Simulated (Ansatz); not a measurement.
# Transmission past a defect: Pt wire along [111], 6 atoms a period, F placed on top of one Pt

Wanted: the relaxed defect and the transmission past it, beside the channels of the perfect wire.

Main program and level: Ansatz 0.2.0; DFT PBE, plane waves, PAW; relaxation of a wire's period, in the first sound run; inputs show where later runs differ.

## 1. Set-up

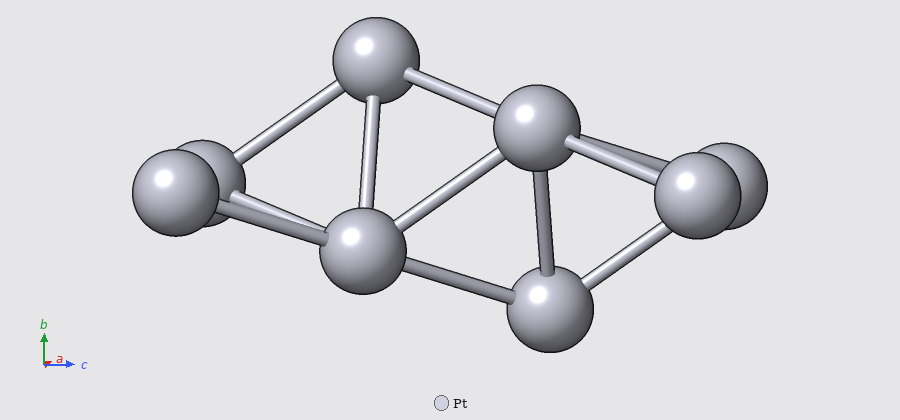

The cell as given, from the side, with the c axis across the page (platinum light grey). Some periodic images of atoms are drawn too.

The cell holds 6 atoms: 6 Pt. Cell: a = 9.607 Å, b = 10.041 Å, c = 6.876 Å, α = 90.0°, β = 90.0°, γ = 90.0°. Vacuum lies along a and b. The structure's axis is c.

## 2. The relaxed wire

Band widths follow the bond lengths, so the wire is relaxed first. The atoms and the third cell vector are free; the box across stays fixed as vacuum. Moments are seeded so that a magnetic state can form if it lies lower. A Fermi-Dirac smearing is set since the result may be a metal. The pressure printed is a third of the stress's trace over the whole box, vacuum included; only the stress along the axis is relaxed.

Contents of input.yaml:

```yaml
crystal:
  lattice:
    - [9.607, 0.0, 0.0]
    - [0.0, 10.041, 0.0]
    - [0.0, 0.0, 6.876241706]
  atoms:
    - { symbol: Pt, position: [0.353908608, 0.500024471, 0.0], spin: 0.48 }
    - { symbol: Pt, position: [0.646113659, 0.500024471, 0.0], spin: 0.48 }
    - { symbol: Pt, position: [0.500011134, 0.419318082, 0.333333333], spin: 0.48 }
    - { symbol: Pt, position: [0.646113659, 0.66143725, 0.333333333], spin: 0.48 }
    - { symbol: Pt, position: [0.500011134, 0.58073086, 0.666666667], spin: 0.48 }
    - { symbol: Pt, position: [0.646113659, 0.338611692, 0.666666667], spin: 0.48 }
magnetization:
  spin_polarized: true
kpoints:
  mp_grid: { grid: [1, 1, 12] }
scf:
  occupations: { method: fermi_dirac, width: 0.05 }
hamiltonian:
  xc: pbe
relax:
  cell: { fix: [a, b, alpha, beta, gamma] }
  max_steps: 60
```

Command:

```bash
> ansatz run input.yaml --threads 8 --pin off --max-ram 16384MiB --backend cpu --events-out ev --progress --plain --runs-dir out
```

Numbers of over 12 decimals in the logs are rounded to 6 here.

Output:

```text
Engine: ansatz 0.2.0, aarch64-unknown-linux-gnu
Pseudopotentials: kind: paw
Pseudopotential: Pt, paw, valence charge 18, recommended cutoff 420 eV (normal), Pt.paw.azcp
Functional definition: PBE
  parameter kappa = 0.804
  parameter beta = 0.066725
  exchange = pbe_x(kappa = kappa, mu = beta*pi^2/3)
  correlation = pbe_c(beta = beta)
Crystal: 6 atoms, lattice volume = 663.309 Å³
Basis set: ecut = 420 eV, 12927 PW (Γ), exchange–correlation on 144×144×96 points (8 copies of the dense FFT grid, shifted against one another)
Bands: 67, of which v1, the nominal top of the filled ones, is band 54 counted from 1 (53 counted from 0)
Symmetry: 2 space group operations
Space group: P2 (ITA 3), of the structure as read, at distance tolerance 8.7e-5 Å
Magnetic group: BNS 3.1 (UNI 8), of the structure as read, at distance tolerance 8.7e-5 Å
k-points: 7 of 12
Non-local potential: Pt, projectors of the file, l = 0: 3, l = 1: 2, l = 2: 2, l = 3: 1
PAW form: soft (Blöchl's): semilocal exchange-correlation on the pseudo side does not see the compensation charge
PAW one-centre angular grid: Pt, 590 points (default); XC on 64 Gauss nodes
Initial density: superposition of atomic densities (neutral atoms: chi_scale 0, normalization atom)
Starting moments: Σ|m| = 2.88 μB on 6 of 6 sites
Initial wavefunctions: pseudopotential atomic-orbital guess
Functional: x = pbe(κ = 0.804, μ = 0.219515), c = pbe(β = 0.066725)
SCF iter   1: F=—  HF=-75124.910644 eV  |F-HF|=—  |Δ(HF+E_count)|=         —  Δρ=1.62e-2 (↑1.04e-2 ↓1.62e-2)  dr2=5.34e0  dr2_m=1.01e-1  M=2.547 μB ∫|m|=2.595 μB  β_m=0.30  ethr=3.10e-3  ⟨swp⟩=6.9  Hψ=3740  notcnv=0  defer=4
Mixer restart at iter 1: flushing history
preconditioner: auto → LDOS  [metal: Δε(μ)=0.025 eV  Ē_g=4.741 eV  σ=0.050 eV  W_gap=0.12  n_scr=84 (ndim 8)  ℏωp=11.2 eV  f_vac=0.684  D(μ)=11.51/eV (n_scr^D=62)]
spin=Collinear: LDOS preconditioning applied to the charge; magnetization (m = ρ↑ − ρ↓) channel mixes plain (no charge-response kernel on spin).
SCF iter   2: F=—  HF=-75124.134978 eV  |F-HF|=—  |Δ(HF+E_count)|=   7.76e-1  Δρ=9.80e-3 (↑5.18e-3 ↓9.80e-3)  dr2=1.14e0  dr2_m=6.12e-2  M=2.660 μB ∫|m|=2.717 μB  β_m=0.42  ethr=3.10e-3  ⟨swp⟩=2.3  Hψ=1649  notcnv=0  defer=40
SCF iter   3: F=—  HF=-75124.257382 eV  |F-HF|=—  |Δ(HF+E_count)|=   1.22e-1  Δρ=3.63e-3 (↑2.47e-3 ↓3.63e-3)  dr2=6.70e-2  dr2_m=2.42e-2  M=2.813 μB ∫|m|=2.905 μB  β_m=0.55  ethr=1.05e-3  ⟨swp⟩=2.0  Hψ=1491  notcnv=0  defer=40
SCF iter   4: F=—  HF=-75124.354850 eV  |F-HF|=—  |Δ(HF+E_count)|=         —  Δρ=1.92e-3 (↑1.62e-3 ↓1.92e-3)  dr2=5.68e-3  dr2_m=1.66e-2  M=3.130 μB ∫|m|=3.277 μB  β_m=0.55  ethr=6.20e-5  ⟨swp⟩=2.0  Hψ=1574  notcnv=0  defer=40
SCF iter   5: F=—  HF=-75124.368967 eV  |F-HF|=—  |Δ(HF+E_count)|=   1.41e-2  Δρ=1.10e-3 (↑1.07e-3 ↓1.10e-3)  dr2=8.74e-4  dr2_m=6.58e-3  M=3.207 μB ∫|m|=3.383 μB  β_m=0.78  ethr=5.26e-6  ⟨swp⟩=2.0  Hψ=1569  notcnv=0  defer=40
SCF iter   6: F=—  HF=-75124.376164 eV  |F-HF|=—  |Δ(HF+E_count)|=   7.20e-3  Δρ=3.11e-4 (↑2.63e-4 ↓3.11e-4)  dr2=3.90e-4  dr2_m=3.79e-4  M=3.331 μB ∫|m|=3.553 μB  β_m=0.89  ethr=8.09e-7  ⟨swp⟩=3.0  Hψ=2143  notcnv=0  defer=40
SCF iter   7: F=—  HF=-75124.376694 eV  |F-HF|=—  |Δ(HF+E_count)|=   5.31e-4  Δρ=8.46e-5 (↑6.07e-5 ↓8.46e-5)  dr2=6.55e-5  dr2_m=1.56e-5  M=3.358 μB ∫|m|=3.594 μB  β_m=0.90  ethr=3.61e-7  ⟨swp⟩=2.0  Hψ=1615  notcnv=0  defer=40
SCF iter   8: F=—  HF=-75124.376709 eV  |F-HF|=—  |Δ(HF+E_count)|=   1.49e-5  Δρ=3.79e-5 (↑2.42e-5 ↓3.79e-5)  dr2=2.07e-5  dr2_m=2.71e-6  M=3.362 μB ∫|m|=3.599 μB  β_m=0.85  ethr=6.07e-8  ⟨swp⟩=2.0  Hψ=1601  notcnv=0  defer=40
SCF iter   9: F=—  HF=-75124.376707 eV  |F-HF|=—  |Δ(HF+E_count)|=   1.96e-6  Δρ=1.05e-5 (↑9.78e-6 ↓1.05e-5)  dr2=1.70e-6  dr2_m=3.65e-7  M=3.362 μB ∫|m|=3.600 μB  β_m=0.83  ethr=1.92e-8  ⟨swp⟩=2.0  Hψ=1363  notcnv=0  defer=40
SCF iter  10: F=—  HF=-75124.376707 eV  |F-HF|=—  |Δ(HF+E_count)|=   1.86e-7  Δρ=6.23e-6 (↑5.09e-6 ↓6.23e-6)  dr2=4.51e-7  dr2_m=1.43e-7  M=3.361 μB ∫|m|=3.599 μB  β_m=0.83  ethr=1.58e-9  ⟨swp⟩=2.6  Hψ=1714  notcnv=0  defer=40
SCF iter  11: F=—  HF=-75124.376707 eV  |F-HF|=—  |Δ(HF+E_count)|=   8.12e-8  Δρ=4.91e-6 (↑1.91e-6 ↓4.91e-6)  dr2=1.15e-7  dr2_m=5.15e-8  M=3.361 μB ∫|m|=3.599 μB  β_m=0.81  ethr=4.17e-10  ⟨swp⟩=2.0  Hψ=1367  notcnv=0  defer=40
SCF iter  12: F=—  HF=-75124.376708 eV  |F-HF|=—  |Δ(HF+E_count)|=   5.33e-8  Δρ=2.25e-6 (↑1.04e-6 ↓2.25e-6)  dr2=3.06e-8  dr2_m=1.16e-8  M=3.361 μB ∫|m|=3.599 μB  β_m=0.80  ethr=1.07e-10  ⟨swp⟩=2.0  Hψ=1442  notcnv=0  defer=40
SCF iter  13: F=-75124.376708 eV  HF=-75124.376708 eV  |F-HF|=6.26e-9  |Δ(HF+E_count)|=   1.64e-8  Δρ=6.66e-7 (↑6.16e-7 ↓6.66e-7)  dr2=9.53e-9  dr2_m=1.02e-9  M=3.360 μB ∫|m|=3.599 μB  ethr=2.84e-11  ⟨swp⟩=2.0  Hψ=2969  notcnv=0
SCF 1 converged in 13 iterations: F = -75124.376708 eV  dr2 = 9.53e-9
  greatest PAW one-centre occupation: 1.000 electrons in one spin orbital (limit 2), on the Pt atom at site 4 (counted from 0), in its partial waves of l = 0
relax step   1: F+E_penalty+E_count = -75124.37670752 eV  Δ(F+E_penalty+E_count) = +0.000e0 eV  max|allowed force component| = 2.475e0 eV/Å  Δτ_max = 0.0000 Å  P = -3.274 GPa  Ω = 663.309 Å³  fix = [a, b, alpha, beta, gamma]  reactions: a -2.476, b -2.486 GPa; alpha +0.000 GPa/rad  (13 SCF iters, dr2 threshold 1.00e-7 eV, accepted)
Crystal: 6 atoms, lattice volume = 644.479 Å³
Basis set: ecut = 420 eV, 12591 PW (Γ), exchange–correlation on 144×144×96 points (8 copies of the dense FFT grid, shifted against one another)
Initial density: handed on by an earlier stage of this run
Starting moments: Σ|m| = 2.88 μB on 6 of 6 sites; this step starts from the density that it was given
Initial wavefunctions: those handed on with the density
iter 1 solved again at ethr=5.31e-4 eV; its pass at ethr=3.10e-3 eV (dr2=5.73e-1 eV) is discarded
SCF iter   1: F=—  HF=-75126.132757 eV  |F-HF|=—  |Δ(HF+E_count)|=         —  Δρ=1.14e-2 (↑9.42e-3 ↓1.14e-2)  dr2=5.78e-1  dr2_m=3.06e-1  M=1.718 μB ∫|m|=1.956 μB  β_m=0.30  ethr=5.31e-4  ⟨swp⟩=2.3  Hψ=4533  notcnv=0
preconditioner: auto → LDOS  [metal: Δε(μ)=0.013 eV  Ē_g=5.320 eV  σ=0.050 eV  W_gap=0.06  n_scr=84 (ndim 8)  ℏωp=11.3 eV  f_vac=0.713  D(μ)=12.85/eV (n_scr^D=70)]
spin=Collinear: LDOS preconditioning applied to the charge; magnetization (m = ρ↑ − ρ↓) channel mixes plain (no charge-response kernel on spin).
SCF iter   2: F=—  HF=-75126.079260 eV  |F-HF|=—  |Δ(HF+E_count)|=   5.35e-2  Δρ=7.85e-3 (↑6.23e-3 ↓7.85e-3)  dr2=2.24e-1  dr2_m=1.48e-1  M=1.754 μB ∫|m|=1.977 μB  β_m=0.56  ethr=5.31e-4  ⟨swp⟩=2.1  Hψ=1093  notcnv=0
[...]
relax step   4: F+E_penalty+E_count = -75126.47037370 eV  Δ(F+E_penalty+E_count) = -2.297e-2 eV  max|allowed force component| = 4.416e-2 eV/Å  Δτ_max = 0.0316 Å  P = +0.118 GPa  Ω = 607.995 Å³  energy of the carried Pulay correction = +3.357e-3 eV  fix = [a, b, alpha, beta, gamma]  reactions: a +0.041, b +0.027 GPa; alpha -0.002 GPa/rad  (8 SCF iters, dr2 threshold 6.00e-7 eV, accepted)
[...]
relax step   5: F+E_penalty+E_count = -75126.47303292 eV  Δ(F+E_penalty+E_count) = -2.659e-3 eV  max|allowed force component| = 2.741e-2 eV/Å  Δτ_max = 0.0031 Å  P = -0.010 GPa  Ω = 611.410 Å³  energy of the carried Pulay correction = +3.141e-3 eV  fix = [a, b, alpha, beta, gamma]  reactions: a -0.001, b -0.014 GPa; alpha -0.003 GPa/rad  (8 SCF iters, dr2 threshold 2.06e-7 eV, accepted)
[...]
relax step   6: F+E_penalty+E_count = -75126.47311549 eV  Δ(F+E_penalty+E_count) = -8.257e-5 eV  max|allowed force component| = 5.581e-3 eV/Å  Δτ_max = 0.0031 Å  P = +0.009 GPa  Ω = 611.418 Å³  energy of the carried Pulay correction = +3.141e-3 eV  fix = [a, b, alpha, beta, gamma]  reactions: a +0.019, b +0.007 GPa; alpha -0.003 GPa/rad  (7 SCF iters, dr2 threshold 4.69e-8 eV, accepted)
Basis set: ecut = 420 eV, 11985 PW (Γ), exchange–correlation on 144×144×90 points (8 copies of the dense FFT grid, shifted against one another)
Initial wavefunctions: pseudopotential atomic-orbital guess (no wavefunctions were taken with the density)
iter 1 solved again at ethr=1.31e-6 eV; its pass at ethr=3.10e-3 eV (dr2=1.41e-3 eV) is discarded
SCF iter   1: F=—  HF=-75126.467774 eV  |F-HF|=—  |Δ(HF+E_count)|=         —  Δρ=7.29e-5 (↑7.29e-5 ↓7.17e-5)  dr2=3.52e-5  dr2_m=1.24e-6  M=2.749 μB ∫|m|=2.879 μB  β_m=0.65  ethr=1.31e-6  ⟨swp⟩=3.4  Hψ=6349  notcnv=0
preconditioner: auto → LDOS  [metal: Δε(μ)=0.009 eV  Ē_g=5.379 eV  σ=0.050 eV  W_gap=0.05  n_scr=34 (ndim 8)  ℏωp=11.6 eV  f_vac=0.700  D(μ)=12.74/eV (n_scr^D=68)]
spin=Collinear: LDOS preconditioning applied to the charge; magnetization (m = ρ↑ − ρ↓) channel mixes plain (no charge-response kernel on spin).
SCF iter   2: F=—  HF=-75126.468009 eV  |F-HF|=—  |Δ(HF+E_count)|=   2.35e-4  Δρ=2.44e-5 (↑2.44e-5 ↓2.17e-5)  dr2=2.41e-6  dr2_m=7.87e-8  M=2.750 μB ∫|m|=2.880 μB  β_m=0.52  ethr=3.26e-8  ⟨swp⟩=2.7  Hψ=1796  notcnv=0
SCF iter   3: F=—  HF=-75126.468013 eV  |F-HF|=—  |Δ(HF+E_count)|=   3.83e-6  Δρ=9.91e-6 (↑9.91e-6 ↓9.12e-6)  dr2=6.82e-7  dr2_m=3.26e-8  M=2.751 μB ∫|m|=2.880 μB  β_m=0.59  ethr=2.23e-9  ⟨swp⟩=2.0  Hψ=1366  notcnv=0
SCF iter   4: F=—  HF=-75126.468014 eV  |F-HF|=—  |Δ(HF+E_count)|=   9.16e-7  Δρ=4.45e-6 (↑4.45e-6 ↓3.65e-6)  dr2=1.37e-7  dr2_m=4.95e-8  M=2.751 μB ∫|m|=2.881 μB  β_m=0.77  ethr=6.32e-10  ⟨swp⟩=2.1  Hψ=1256  notcnv=0
SCF iter   5: F=—  HF=-75126.468014 eV  |F-HF|=—  |Δ(HF+E_count)|=   1.13e-7  Δρ=2.60e-6 (↑2.60e-6 ↓2.30e-6)  dr2=6.04e-8  dr2_m=2.45e-8  M=2.752 μB ∫|m|=2.882 μB  β_m=0.89  ethr=1.27e-10  ⟨swp⟩=2.0  Hψ=1369  notcnv=0
SCF iter   6: F=—  HF=-75126.468014 eV  |F-HF|=—  |Δ(HF+E_count)|=   3.58e-8  Δρ=1.19e-6 (↑1.19e-6 ↓1.17e-6)  dr2=1.29e-8  dr2_m=5.66e-9  M=2.753 μB ∫|m|=2.882 μB  β_m=0.94  ethr=5.59e-11  ⟨swp⟩=2.0  Hψ=1474  notcnv=0
SCF iter   7: F=—  HF=-75126.468014 eV  |F-HF|=—  |Δ(HF+E_count)|=   1.92e-9  Δρ=4.89e-7 (↑3.63e-7 ↓4.89e-7)  dr2=1.55e-9  dr2_m=7.04e-10  M=2.753 μB ∫|m|=2.883 μB  β_m=0.97  ethr=1.20e-11  ⟨swp⟩=2.1  Hψ=1461  notcnv=0
SCF iter   8: F=—  HF=-75126.468014 eV  |F-HF|=—  |Δ(HF+E_count)|=  7.28e-10  Δρ=1.19e-7 (↑1.08e-7 ↓1.19e-7)  dr2=3.80e-10  dr2_m=2.91e-11  M=2.753 μB ∫|m|=2.883 μB  β_m=0.90  ethr=1.43e-12  ⟨swp⟩=2.6  Hψ=1893  notcnv=0
SCF iter   9: F=—  HF=-75126.468014 eV  |F-HF|=—  |Δ(HF+E_count)|=  2.91e-11  Δρ=6.64e-8 (↑6.64e-8 ↓5.71e-8)  dr2=1.48e-10  dr2_m=7.04e-12  M=2.753 μB ∫|m|=2.883 μB  β_m=0.76  ethr=1.00e-12  ⟨swp⟩=2.0  Hψ=1364  notcnv=0
SCF iter  10: F=-75126.468014 eV  HF=-75126.468014 eV  |F-HF|=0.00e0  |Δ(HF+E_count)|=    0.00e0  Δρ=2.30e-8 (↑2.30e-8 ↓1.80e-8)  dr2=1.66e-11  dr2_m=7.15e-13  M=2.753 μB ∫|m|=2.883 μB  ethr=1.00e-12  ⟨swp⟩=3.0  Hψ=3075  notcnv=0
SCF 7 converged in 10 iterations: F = -75126.468014 eV  dr2 = 1.66e-11
relax step   7: F+E_penalty+E_count = -75126.46801439 eV  Δ(F+E_penalty+E_count) = +5.101e-3 eV  max|allowed force component| = 4.970e-3 eV/Å  Δτ_max = 0.0000 Å  P = +0.013 GPa  Ω = 611.418 Å³  fix = [a, b, alpha, beta, gamma]  reactions: a +0.023, b +0.010 GPa; alpha -0.003 GPa/rad  stress off target by 6.58e-3 GPa on what of the cell is left free  SCF on the basis re-selected at this cell (its energy is not comparable with the rows above)  (10 SCF iters)
basis re-selected at this cell: Δ(F+E_penalty+E_count) = +5.101e-3 eV, ΔP = +0.004 GPa vs the last step (what re-selecting the basis moved, of the pressure what is left beyond the Pulay correction that the steps carried, after the strain that the cell walked since its last selection, with what the two solves' SCF thresholds leave and, on support functions, any second-order correction that the steps lacked; it is no measure of the basis error at this ecutwfc). The dense FFT grid was sized anew with the basis: this SCF ran on 72×72×45 points, the steps before it on 72×72×48, so part of this shift can come from that change (see relax.cell in the input reference). [rest of the remark cut]
SCF converged after 10 iterations
Magnetization: 2.7529 μB (55.3764 up, 52.6236 down)
Absolute magnetization: 2.8834 μB (∫|ρ↑−ρ↓|, with the PAW one-centre terms)
Spin contamination: 0.0553 ħ² per cell (⟨S²⟩ above its minimum at these occupations)
Per-site moments (μB) at R_I (Å): [(0.389986, 1.051293), (0.332385, 1.051293), (0.347960, 1.053329), (0.402329, 1.053329), (0.347960, 1.053329), (0.402329, 1.053329)]
Free energy (F): -75126.468014 eV
Harris-Foulkes:  -75126.468014 eV  (|F-HF|=0.00e0)
Internal energy: -75126.366088 eV  (E = F + TS)
E sigma→0 (E₀):  -75126.417051 eV
Entropy (-TS):   -0.101926 eV (-16.988 meV/atom)
Fermi energy:    -0.931698 eV
--- Per-component energies (eV) ---
  E_band       = -3272.857167
  E_kinetic    = 3825.482585
  E_local      = -42443.187708  (includes V_loc(G=0)·N_el)
  E_nonlocal   = 1211.122947
  E_hartree    = 18837.360325
  E_xc         = -1558.074180
  E_vxc        = -1798.524249  (∫ρ·V_xc dr)
  E_paw        = -56730.362540  (= ΣΔE_a)
  E_vpaw       = -1742.473086  (= ΣTr[D̂ρ^β])
  E_aug_tail   = 0.001235  (compensation charges beyond the density's cutoff)
  E_ewald      = 1731.291248
  E_smearing   = -0.101926  (= −TS)
  E_closure    = 0.000000  (closes the sum)
  Σ components = -75126.468014   (vs F -75126.468014, Δ=0.00e0)
--- Forces (eV/Å), atoms counted from 1 ---
  atom   1  Pt    -0.00266914     0.00000000     0.00000000
  atom   2  Pt    -0.00497225     0.00000000     0.00000000
  atom   3  Pt     0.00291546    -0.00029876     0.00097722
  atom   4  Pt     0.00089783     0.00485765     0.00079636
  atom   5  Pt     0.00291546     0.00029876    -0.00097722
  atom   6  Pt     0.00089783    -0.00485765    -0.00079636
  max |Σ_I F_I| component: 1.48e-5 eV/Å
--- Stress (GPa, compression-positive) ---
        0.022645      -0.000000      -0.000000
       -0.000000       0.010370       0.003351
       -0.000000       0.003351       0.006579
  P = ⅓ Tr σ = 0.0132 GPa (0.132 kbar)
--- Relaxed structure (6 steps of the walk, 6 accepted, 1 SCFs on fresh bases) ---
  F+E_penalty+E_count = -75126.46801439 eV   max|allowed force component| = 4.970e-3 eV/Å   (the final SCF, on the basis selected at the relaxed cell)
  cell:  # Å, volume = 611.4177 Å³
    - [9.607, 0, 0]
    - [0, 10.041, 0]
    - [0, 0, 6.338306]
  atoms:
    - { symbol: Pt, position: [0.370413, 0.500024471, 0] }
    - { symbol: Pt, position: [0.635697, 0.500024471, 0] }
    - { symbol: Pt, position: [0.505217, 0.427635, 0.333513] }
    - { symbol: Pt, position: [0.637863, 0.648013, 0.333004] }
    - { symbol: Pt, position: [0.505217, 0.572414, 0.666487] }
    - { symbol: Pt, position: [0.637863, 0.352036, 0.666996] }
```

It took 64 s on 8 threads of Arm Neoverse V1, shared host; peak memory 2 GiB.

Relaxation path:

```csv
step,energy less that of the first step (eV),largest force component (eV/Å),pressure (GPa),volume (Å³)
1,0.0000,2.4745,-3.27,663.31
2,-1.7298,1.3021,0.11,644.48
3,-2.0707,0.5213,-0.38,612.14
4,-2.0937,0.0442,0.12,608.00
5,-2.0963,0.0274,-0.01,611.41
6,-2.0964,0.0056,0.01,611.42
7*,-2.0913,0.0050,0.01,611.42
```

Relaxation steps marked * repeat the geometry before them on a plane-wave basis chosen anew for their cell, so energy and pressure can jump there.

The run keeps the 2 symmetry operations that it works with, so distortions that break them were not tested.

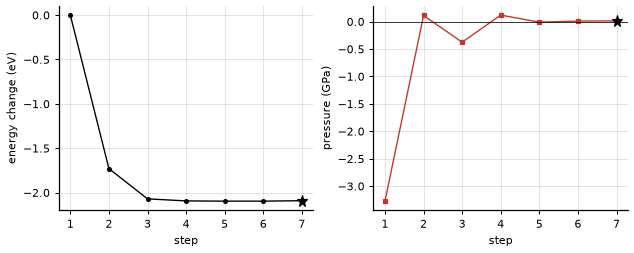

Energy and pressure along the relaxation. Stars mark steps on a basis chosen anew.

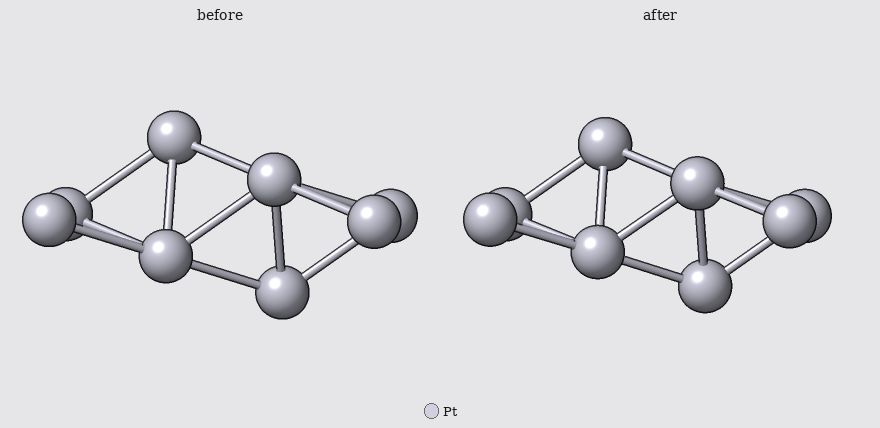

The structure before and after the relaxation, drawn at the same scale.

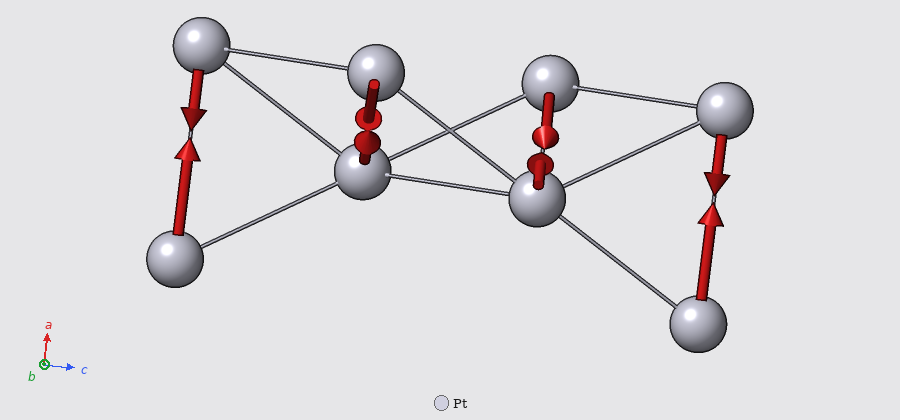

Displacements in the relaxation, exaggerated, measured against the changing cell; the longest in the cell stands for 0.16 Å. Some periodic images of atoms are drawn too.

```csv
cell as run,before,after,change
c (Å),6.876,6.338,-7.8 %
```

The atoms that moved most (Å, along periodic axes as changes of fractional coordinates times the final cell, across vacuum about the mean position):

```csv
atom,dx,dy,dz,length
Pt1,0.159,0.000,0.000,0.159
Pt6,-0.079,0.135,0.002,0.156
Pt4,-0.079,-0.135,-0.002,0.156
Pt2,-0.100,0.000,0.000,0.100
Pt5,0.050,-0.084,-0.001,0.097
Pt3,0.050,0.084,0.001,0.097
```

Final coordinates:

```xyz
6
Lattice="9.6070 0.0000 0.0000 0.0000 10.0410 0.0000 0.0000 0.0000 6.3383" Properties=species:S:1:pos:R:3
Pt    3.5586    5.0207    0.0000
Pt    6.1071    5.0207    0.0000
Pt    4.8536    4.2939    2.1139
Pt    6.1280    6.5067    2.1107
Pt    4.8536    5.7476    4.2244
Pt    6.1280    3.5348    4.2276
```

Numbers from this step:

| Property | Result |
| --- | --- |
| energy at zero smearing | -75126.4171 eV |
| total moment | 2.753 μB |
| absolute moment | 2.883 μB |
| cell length along the wire | 6.338 Å |

[end of part 1 of 4]

[Logs are printed without paths, hosts, clocks, repeated set-up lines and the standing remarks that a program may print on its own settings, such as how far it seeks lower states.]

[Hosts, paths, dates, database ids (printed as entryN), source tags and the programs' standing remarks are cut or masked in the printed files.]
